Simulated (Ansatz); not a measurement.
TiAl (interface cell)

The calculation's input:

```
crystal:
  lattice:
    - [3.1863036829, 0.0, 0.0]
    - [0.0, 4.5061138822, 0.0]
    - [0.0, 0.0, 18.0244555287]
  atoms:
    - { symbol: Ti, position: [0.5, 0.5, 0.25] }
    - { symbol: Ti, position: [0.5, 1.0, 0.125] }
    - { symbol: Al, position: [0.0, 0.0, 0.0] }
    - { symbol: Al, position: [0.0, 0.5, 0.125] }
    - { symbol: Al, position: [0.5, 0.5, 0.5] }
    - { symbol: Ti, position: [0.5, 1.0, 0.375] }
    - { symbol: Al, position: [0.0, 1.0, 0.25] }
    - { symbol: Al, position: [0.0, 0.5, 0.375] }
    - { symbol: Al, position: [0.5, 0.5, 0.75] }
    - { symbol: Al, position: [0.5, 1.0, 0.625] }
    - { symbol: Ti, position: [0.0, 1.0, 0.5] }
    - { symbol: Ti, position: [0.0, 0.5, 0.625] }
    - { symbol: Ti, position: [0.5, 0.5, 1.0] }
    - { symbol: Al, position: [0.5, 1.0, 0.875] }
    - { symbol: Ti, position: [0.0, 0.0, 0.75] }
    - { symbol: Ti, position: [0.0, 0.5, 0.875] }
basis:
  ecutwfc: 420
kpoints:
  mp_grid: { grid: [10, 8, 2] }
hamiltonian:
  xc: pbe
scf:
  occupations: { method: gaussian, width: 0.1 }
output:
  forces: true
  stress: true
  eigenvalues: true
  populations: true
  write_density: true
  write_potential: true
  elf: true
  volumetric_format: npy
relax:
  adjacent_minimum: "off"
  f_tol: 0.02
  max_steps: 45
  cell: { fix: [a, b, alpha, beta, gamma], stress_tol: 0.1 }
```

Run with:

```sh
ansatz run input.yaml --threads 2 --pin off --max-ram 5120MiB --backend cpu --events-out ev --progress --plain --runs-dir out
```

The fields are those of the relaxed geometry.

Computed without spin polarisation.

All numbers below come from DFT PBE, scalar-relativistic, plane waves, PAW in Ansatz.

In a PAW calculation such maps are meaningful between the atoms, not at the nuclei.

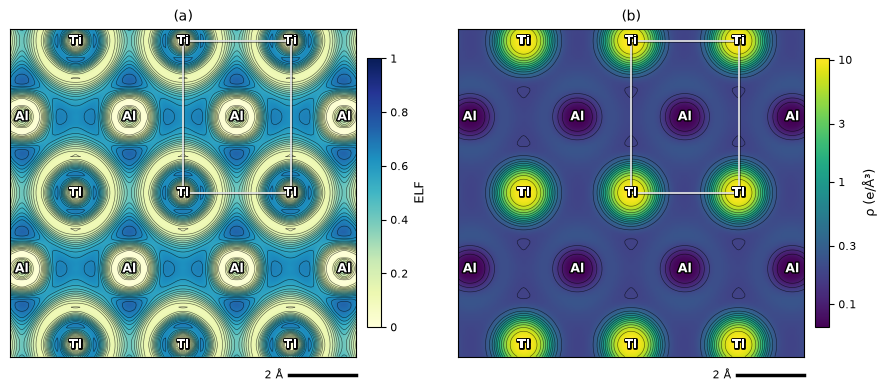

Figure 1. (a) electron localisation function; (b) valence pseudo-density on the (001) plane of the calculation cell.

> Interpret the plot.

Atoms in the plane: Ti and Al. Ti–Al (2.76 Å): the density is about 0.21 e/Å³ at the midpoint; the ELF is about 0.30 at the midpoint. Between the atoms the lowest density in this plane is 0.18 e/Å³. The features right at Ti lie inside the PAW spheres, where the map follows smoothed inner orbitals and isn't to be read closely.

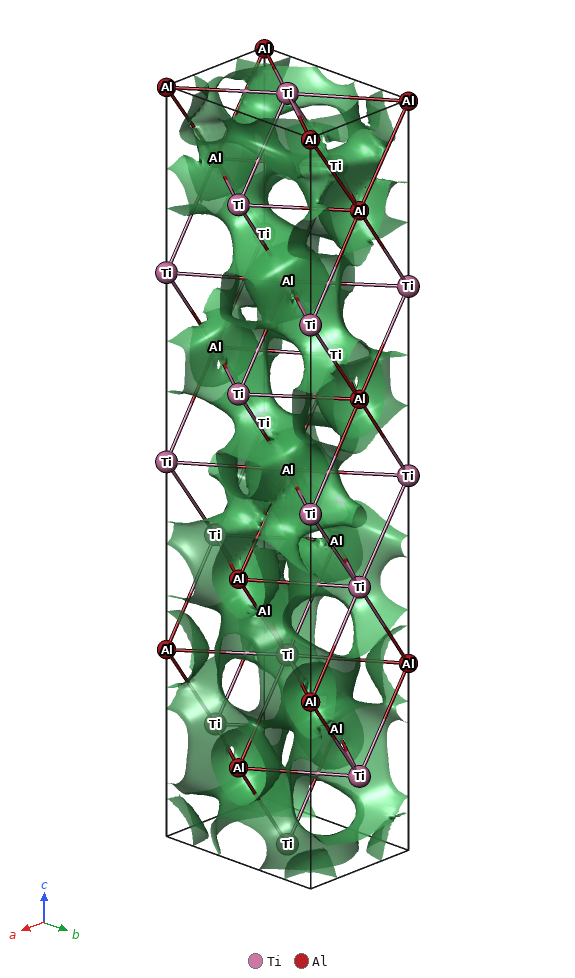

Figure 2. Isosurface of the electron localisation function at 0.55 (green), seen at an oblique angle. Only the valence region is drawn (cores and ρ < 0.01 e/Å³ removed). Sticks mark near contacts.

> Identify the bonds, lone pairs and shells in this picture.

The ELF exceeds this value in one network that runs through the whole crystal, counted in one cell of 16 atoms. Any copies at cell faces, edges or corners count once. Along the contacts the grid gives the following. Al–Al (2.72 Å): the ELF is about 0.55 at the midpoint. Ti–Ti (2.75 Å): the ELF is about 0.20 at the midpoint; no localised pair shows between them.

> Does the calculation make it a metal, or give it a gap?

It is gapless in this calculation (a metal or semimetal).
